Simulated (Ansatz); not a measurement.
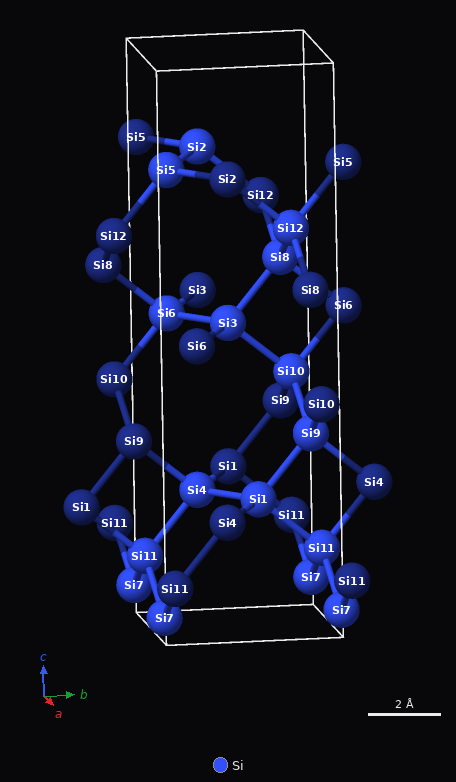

Fig. 1: The structure (ball-and-stick view of the cell of the calculation, seen slightly off an axis; neighbours outside the cell are drawn fainter; atoms are numbered from 1 in the order of the input). An atom can appear more than once, as a periodic image.

Run report: Si, single-point calculation

System: Si (P1, 12 atoms in the cell).
Method: DFT, LDA, plane waves, PAW, PAW set soft_1, no spin polarisation (Ansatz 0.2.0).

The structure derives from a Materials Project entry. Some settings of this run were made unusual or wrong on purpose. Figures and captions count atoms from 1; the log counts them from 0 in places.

## Input file
```yaml
crystal:
  lattice:
    - [0.0, 0.0, -3.8165079742]
    - [-3.3010168595, -3.3010168595, -1.9082539871]
    - [-12.5590244502, 10.3583465438, 1.2721693247]
  atoms:
    - { symbol: Si, position: [0.8269310402, 0.5634520568, 0.2365712058] }
    - { symbol: Si, position: [0.1150109304, 0.3713987967, 0.8127309861] }
    - { symbol: Si, position: [0.4709709853, 0.4674254267, 0.524651096] }
    - { symbol: Si, position: [0.4692401656, 0.278833806, 0.2365712058] }
    - { symbol: Si, position: [0.7573200558, 0.0867805459, 0.8127309861] }
    - { symbol: Si, position: [0.1132801107, 0.1828071759, 0.524651096] }
    - { symbol: Si, position: [0.0555674318, -0.0171782878, 0.0515348635] }
    - { symbol: Si, position: [0.3436473219, -0.2092315479, 0.6276946438] }
    - { symbol: Si, position: [0.6996073768, -0.1132049179, 0.3396147537] }
    - { symbol: Si, position: [0.2406037741, -0.1405358494, 0.4216075481] }
    - { symbol: Si, position: [0.596563829, -0.0445092193, 0.1335276579] }
    - { symbol: Si, position: [0.8846437191, -0.2365624794, 0.7096874383] }
basis:
  ecutwfc: 420
kpoints:
  mp_grid: { grid: [9, 7, 3] }
hamiltonian:
  xc: lda
  pseudopotentials: { kind: paw, azcp: { folder: soft_1 } }
scf:
  occupations: { method: fixed }
  max_iter: 75
output:
  forces: true
  eigenvalues: true
  stress: true
```

Run on 2 threads of Arm Neoverse N1, 98 GiB of memory available, shared host.

Launch command:
```bash
ansatz run input.yaml --threads 2 --pin off --max-ram 4096MiB --backend cpu --events-out ev --progress --plain --runs-dir out
```

## The program's output
```
Warning: [file] the record states the generating functional pbe (its physics header spells it `PBE`), which answers neither for hamiltonian.xc's functional nor for the lda family's — results may be inconsistent (PPs are generated against a specific XC)
Engine: ansatz 0.2.0, aarch64-unknown-linux-gnu
Pseudopotentials: kind: paw
Pseudopotential: Si, paw, valence charge 4, recommended cutoff 420 eV (normal), [file]
Functional definition: SPW92
  exchange = slater_x
  correlation = pw_c
Crystal: 12 atoms, lattice volume = 288.721 Å³
Basis set: ecut = 420 eV, 5681 PW (Γ)
Bands: 36, of which v1, the nominal top of the filled ones, is band 24 counted from 1 (23 counted from 0)
Symmetry: 1 space group operations
Space group: P1 (ITA 1), of the structure as read, at distance tolerance 6.6e-5 Å
k-points: 95 of 189 (time reversal used)
Non-local potential: Si, projectors of the file, l = 0: 2, l = 1: 2, l = 2: 1
PAW form: soft (Blöchl's): semilocal exchange-correlation on the pseudo side does not see the compensation charge
PAW frozen core: Si, regenerated for the run's functional, and the local potential with it (the file was generated under x = pbe(κ = 0.804, μ = 0.2195149727645171), c = pbe(β = 0.06672455060314922))
PAW one-centre angular grid: Si, 110 points (default); XC on 64 Gauss nodes
Initial density: superposition of atomic densities (chi_scale 0.1, normalization cell)
Initial wavefunctions: pseudopotential atomic-orbital guess
Functional: x = slater, c = lda
SCF iter   1: F=—  HF=-7300.269617 eV  |F-HF|=—  |Δ(HF+E_count)|=         —  Δρ=4.19e-2  dr2=7.09e0  ethr=3.10e-3  ⟨swp⟩=5.8  Hψ=16214  notcnv=0  defer=802
preconditioner: auto → Resta (q_TF=auto, 2.023 Å⁻¹)  ε∞=5.0  [insulator: Δε(μ)=0.001 eV  Ē_g=7.542 eV  n_scr=44 (ndim 8)  ℏωp=15.1 eV  f_vac=0.012  ε∞_Penn≈5.0]
SCF iter   2: F=—  HF=-7298.844473 eV  |F-HF|=—  |Δ(HF+E_count)|=    1.43e0  Δρ=2.22e-2  dr2=1.86e0  ethr=3.10e-3  ⟨swp⟩=3.8  Hψ=6750  notcnv=0  defer=927
SCF iter   3: F=—  HF=-7298.443121 eV  |F-HF|=—  |Δ(HF+E_count)|=   4.01e-1  Δρ=8.02e-3  dr2=1.96e0  ethr=3.10e-3  ⟨swp⟩=3.2  Hψ=5133  notcnv=0  defer=940
SCF iter   4: F=—  HF=-7298.428622 eV  |F-HF|=—  |Δ(HF+E_count)|=   1.45e-2  Δρ=7.68e-3  dr2=3.62e0  ethr=3.10e-3  ⟨swp⟩=1.1  Hψ=4195  notcnv=0  defer=882
SCF iter   5: F=—  HF=-7298.309674 eV  |F-HF|=—  |Δ(HF+E_count)|=   1.19e-1  Δρ=2.08e-3  dr2=1.53e-1  ethr=3.10e-3  ⟨swp⟩=1.0  Hψ=2851  notcnv=0  defer=685
SCF iter   6: F=—  HF=-7298.304558 eV  |F-HF|=—  |Δ(HF+E_count)|=   5.12e-3  Δρ=8.48e-4  dr2=1.61e-2  ethr=3.20e-4  ⟨swp⟩=1.5  Hψ=3535  notcnv=0  defer=904
SCF iter   7: F=—  HF=-7298.304604 eV  |F-HF|=—  |Δ(HF+E_count)|=   4.62e-5  Δρ=2.76e-4  dr2=1.24e-3  ethr=3.36e-5  ⟨swp⟩=1.7  Hψ=2958  notcnv=0  defer=944
SCF iter   8: F=—  HF=-7298.304616 eV  |F-HF|=—  |Δ(HF+E_count)|=   1.19e-5  Δρ=9.99e-5  dr2=8.43e-5  ethr=2.58e-6  ⟨swp⟩=2.2  Hψ=3448  notcnv=0  defer=938
SCF iter   9: F=—  HF=-7298.304644 eV  |F-HF|=—  |Δ(HF+E_count)|=   2.82e-5  Δρ=2.41e-5  dr2=4.59e-6  ethr=1.76e-7  ⟨swp⟩=2.3  Hψ=4956  notcnv=0  defer=854
SCF iter  10: F=—  HF=-7298.304644 eV  |F-HF|=—  |Δ(HF+E_count)|=   1.93e-8  Δρ=6.49e-6  dr2=3.55e-7  ethr=9.56e-9  ⟨swp⟩=2.2  Hψ=4421  notcnv=0  defer=854
SCF iter  11: F=-7298.304644 eV  HF=-7298.304644 eV  |F-HF|=3.78e-8  |Δ(HF+E_count)|=   1.21e-7  Δρ=2.16e-6  dr2=5.89e-8  ethr=2.08e-10  ⟨swp⟩=20.0  Hψ=29334  notcnv=0
SCF 1 converged in 11 iterations: F = -7298.304644 eV  dr2 = 5.89e-8
  greatest PAW one-centre occupation: 0.698 electrons in one spin orbital (limit 2), on the Si atom at site 6 (counted from 0), in its partial waves of l = 0
```

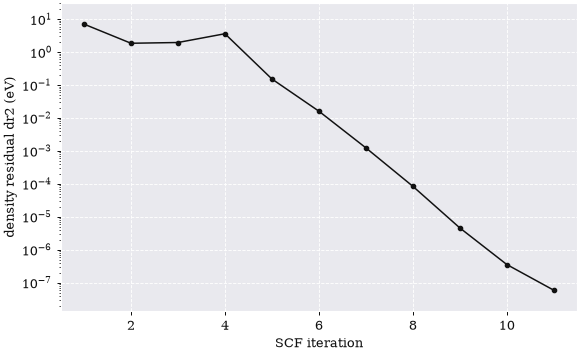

Fig. 2: Convergence of the self-consistent field: density residual dr2 against the SCF iteration. The residual falls almost steadily, with no more than small rises.

```
SCF converged after 11 iterations
Free energy (F): -7298.304644 eV
Harris-Foulkes:  -7298.304644 eV  (|F-HF|=3.78e-8)
Internal energy: -7298.304644 eV  (E = F + TS)
E sigma→0 (E₀):  -7298.304644 eV
Fermi energy:    4.614995 eV
--- Per-component energies (eV) ---
  E_band       = -32.999467
  E_kinetic    = 480.767749
  E_local      = -970.388285  (includes V_loc(G=0)·N_el)
  E_nonlocal   = 286.501647
  E_hartree    = 381.442422
  E_xc         = -666.994078
  E_vxc        = -569.736653  (∫ρ·V_xc dr)
  E_paw        = -5818.167386  (= ΣΔE_a)
  E_vpaw       = -23.032461  (= ΣTr[D̂ρ^β])
  E_aug_tail   = 0.000447  (compensation charges beyond the density's cutoff)
  E_ewald      = -992.479130
  E_core_change = 1.011970  (= ΣΔE_core)
  E_smearing   = -0.000000  (= −TS)
  E_closure    = 0.000000  (closes the sum)
  Σ components = -7298.304644   (vs F -7298.304644, Δ=0.00e0)
--- Forces (eV/Å), atoms counted from 1 ---
  atom   1  Si    -0.02562270     0.11558037     0.00469594
  atom   2  Si     0.08604670     0.19233101     0.04350716
  atom   3  Si     0.00417752     0.06141729     0.00678678
  atom   4  Si    -0.21183779     0.08038688     0.00456170
  atom   5  Si    -0.34885587    -0.05692532    -0.08333687
  atom   6  Si    -0.05055608     0.00717291    -0.01047005
  atom   7  Si     0.56624287    -0.65366716     0.06406845
  atom   8  Si     0.00742301    -0.06767477     0.00565980
  atom   9  Si     0.04640659    -0.09218766     0.00297299
  atom  10  Si    -0.01677727     0.00333099    -0.00215344
  atom  11  Si     0.02507876     0.15763056    -0.01509377
  atom  12  Si    -0.08169858     0.25258087    -0.02119780
  max |Σ_I F_I| component: 2.72e-5 eV/Å
--- Stress (GPa, compression-positive) ---
       -1.384039       0.136174      -0.006063
        0.136173      -1.491252       0.228659
       -0.006063       0.228659      -0.885876
  P = ⅓ Tr σ = -1.2537 GPa (-12.537 kbar)
--- Band table (eV; the first three rows and the last of 95) ---
  k-point 0: bands = ["-7.6701", "-7.2322", "-6.6005", "-5.4084", "-4.6032", "-3.7596", "-1.1688", "-1.1288", "-1.0499", "-0.7950", "-0.5681", "-0.1636", "1.1753", "1.8750", "2.1344", "2.3570", "2.4062", "2.6486", "2.7708", "2.8345", "2.9127", "2.9682", "3.0058", "3.7228", "4.7049", "5.3257", "5.5280", "5.8860", "6.0958", "6.1372", "6.3245", "6.3931", "6.5521", "6.6119", "6.6618", "7.1226"]
  k-point 1: bands = ["-7.6688", "-7.2380", "-6.5885", "-5.4418", "-4.5429", "-3.8021", "-1.1508", "-1.1289", "-1.0661", "-0.7940", "-0.5408", "-0.1640", "1.1404", "1.8792", "2.0897", "2.3768", "2.4060", "2.6490", "2.7708", "2.8209", "2.9129", "2.9674", "3.0063", "3.8288", "4.7848", "5.2283", "5.5118", "5.7791", "6.1101", "6.1394", "6.3243", "6.3862", "6.5518", "6.6213", "6.6666", "7.1148"]
  k-point 2: bands = ["-7.5568", "-7.1197", "-6.4935", "-5.3710", "-4.6499", "-4.0624", "-2.2936", "-1.9877", "-1.2899", "-0.3878", "0.5036", "0.7462", "1.0733", "1.3685", "2.0674", "2.1065", "2.3659", "2.7269", "2.8038", "2.9233", "3.0481", "3.1689", "3.2756", "4.0861", "4.3574", "4.8882", "5.5374", "5.9201", "6.2848", "6.3197", "6.4269", "6.4436", "6.7230", "6.9008", "6.9709", "7.0611"]
  k-point 94: bands = ["-5.7932", "-5.6137", "-4.9844", "-3.8955", "-3.8105", "-3.7055", "-3.4774", "-3.3797", "-2.8706", "-2.2577", "-1.5079", "-1.0546", "-0.6679", "0.0125", "0.7144", "1.2945", "1.6080", "1.6941", "1.8684", "2.0813", "2.3404", "2.5712", "3.3105", "3.9840", "4.2543", "4.5053", "5.6994", "6.0472", "6.2289", "6.3356", "6.8062", "7.0258", "7.6074", "7.6389", "7.8183", "8.1222"]
```

## What the run reported

```csv
quantity,value
outcome,converged
space group (tolerance 0.01 Å),P1 (1)
electrons treated,48
free energy,−7298.3046 eV
Fermi energy,4.615 eV
gap on the k-point mesh,none (metallic)
pressure,−1.25 GPa
largest force (length of the vector),0.867 eV/Å
wall time,1.7 min (CPU time 3.4 min)
peak memory,0.92 GiB
```

## Diagnosis

This input holds a deliberate fault: fixed occupations whatever the gap (`scf.occupations`). Fixed occupations are valid only where a gap stays open. The program still converged, but the numbers can't be taken as results for the intended system. Warnings of the run: filled and empty bands overlap; the PAW datasets were made with another functional.
